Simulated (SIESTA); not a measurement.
**A series of single points on Er**

System: Er (Im-3m, 1 atom in the cell).
Method: Kohn-Sham DFT of a periodic cell, PBE, PseudoDojo 3+ lanthanides (4f in the core), converted to PSML, spin-polarised (SIESTA 5.4.2).

The 7 runs differ only in the geometry, by an even scaling of the cell at fixed fractional positions. The structure derives from a Materials Project entry.

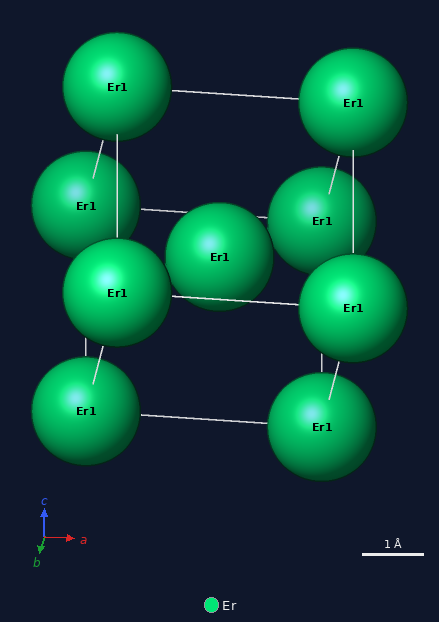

Figure 1. The structure of run 4 (spheres-only view of the cell 2 times as large as that of the calculation, set on its symmetry axes, seen at an oblique angle; atoms are numbered from 1 in the order of the input).

## Input file of run 4
```
SystemName                      Er
SystemLabel                     Er
NumberOfSpecies                 1
NumberOfAtoms                   1
%block ChemicalSpeciesLabel
  1  68 Er
%endblock ChemicalSpeciesLabel
%include structure.fdf

%block kgrid.MonkhorstPack
    9   0   0  0.0
    0   9   0  0.0
    0   0   9  0.0
%endblock kgrid.MonkhorstPack
XC.Functional                   GGA
XC.Authors                      PBE
PAO.BasisSize                   DZP
PAO.EnergyShift                 0.002 Ry
Mesh.Cutoff                     800 Ry
Spin                            polarized
%block DM.InitSpin
    1   3.000
%endblock DM.InitSpin
OccupationFunction              FD
ElectronicTemperature           0.05 eV
MaxSCFIterations                200
SCF.MustConverge                false
SCF.Mixer.Method                Pulay
SCF.Mixer.Weight                0.1
SCF.Mixer.History               10
SCF.DM.Tolerance                5.0e-05
SCF.H.Tolerance                 1.0e-03 eV
WriteForces                     true
Charge.Mulliken                 end
%block SyntheticAtoms
  1
  6 6 5 5
  2.0 0.0 1.0 0.0
%endblock SyntheticAtoms
```

## File structure.fdf of run 4
```
LatticeConstant                 1.0 Ang
%block LatticeVectors
    -1.9779384575     1.9779384575     1.9779384575
     1.9779384575    -1.9779384575     1.9779384575
     1.9779384575     1.9779384575    -1.9779384575
%endblock LatticeVectors
AtomicCoordinatesFormat         Fractional
%block AtomicCoordinatesAndAtomicSpecies
     0.0000000000     0.0000000000     0.0000000000  1  Er
%endblock AtomicCoordinatesAndAtomicSpecies
```

Command:
```bash
siesta Er.fdf > Er.out 2>&1
```

Lattice vectors (Å) and fractional positions of run 4:
```
  -1.977938    1.977938    1.977938
   1.977938   -1.977938    1.977938
   1.977938    1.977938   -1.977938
Er  0.000000  0.000000  0.000000
```

Run 5 differs from it as follows:
```diff
-    -1.9779384575     1.9779384575     1.9779384575
-     1.9779384575    -1.9779384575     1.9779384575
-     1.9779384575     1.9779384575    -1.9779384575
+    -1.9910377694     1.9910377694     1.9910377694
+     1.9910377694    -1.9910377694     1.9910377694
+     1.9910377694     1.9910377694    -1.9910377694
```

## Results, with one run withheld

| run | volume per atom (Å³) | free energy per atom, from the lowest run given (meV) | pressure (GPa) |
| --- | --- | --- | --- |
| 1 | 29.096 | 8.48 | 2.20 |
| 2 | 29.715 | 2.18 | 1.08 |
| 3 | 30.334 | 0.00 | 0.08 |
| 4 | 30.953 | 1.51 | −0.84 |
| 5 | 31.572 | ? | ? |
| 6 | 32.191 | 14.40 | −2.44 |
| 7 | 32.810 | 25.21 | −3.14 |

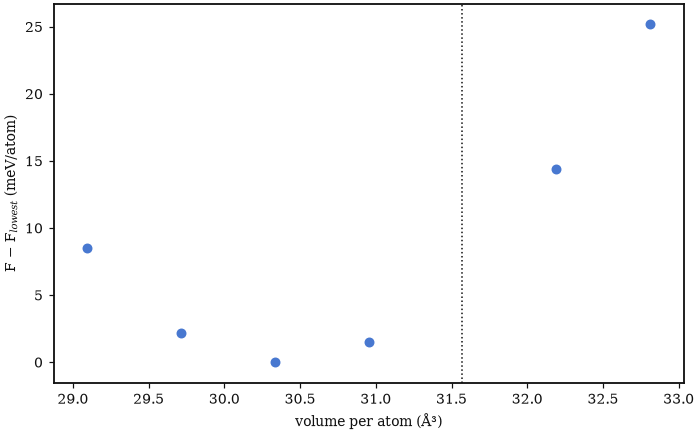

Figure 2. Free energy per atom of the runs given; the dotted line marks run 5.

Estimate the energy of run 5 from the others.

A cubic polynomial in V^(−2/3) (the Birch–Murnaghan form), fitted to the 6 runs given, misses them by at most 0.01 meV per atom. With x = V^(−2/3) − 0.10176 Å⁻², it reads F = 0.8298 − 1798.3 x + 9.5317e+05 x² − 1.8652e+06 x³ (meV per atom). At run 5 it gives 6.41 meV per atom, and the run itself gives 6.41. The slope of the fit gives a pressure −dF/dV of −1.68 GPa there, and the run prints −1.67 GPa. The fit has its minimum at 30.381 Å³ per atom, where V d²F/dV² gives 46.9 GPa: the bulk modulus at this level, since symmetry fixes the shape and the positions.

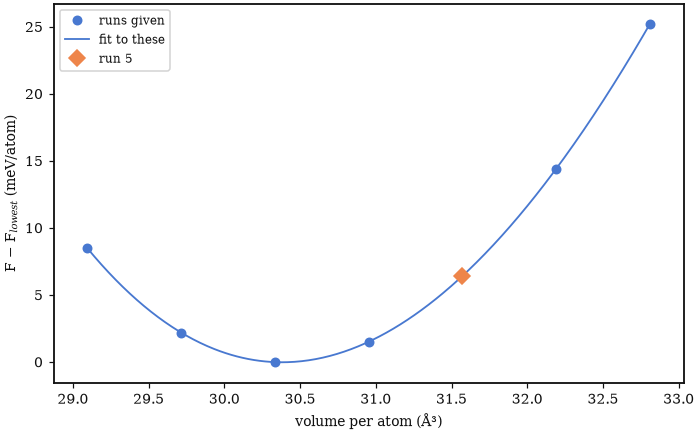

Figure 3. The fit and the withheld run.

## Some lines of the output (run 5)
```
[...]
outcell: Cell volume (Ang**3)        :     31.5717
stepf: Fermi-Dirac step function
siesta: Etot    =     -1227.855061
siesta: FreeEng =     -1227.869840
        iscf     Eharris(eV)        E_KS(eV)     FreeEng(eV)     dDmax    Ef(eV) dHmax(eV)
siesta: E_KS(eV) =            -1228.0394
siesta: E_KS - E_eggbox =     -1228.0394
siesta: Etot    =     -1228.039389
siesta: FreeEng =     -1228.061043
siesta:         Fermi =      -3.587089
siesta: Cell volume =         31.571738 Ang**3
    Orbital volume contribution        =           2.098443 eV
```

Notes: Points of doubt noted for this run: mulliken charges of long orbitals; trivalent lanthanide file without f moment. With a small basis of atomic orbitals these values can differ much from converged plane-wave results.
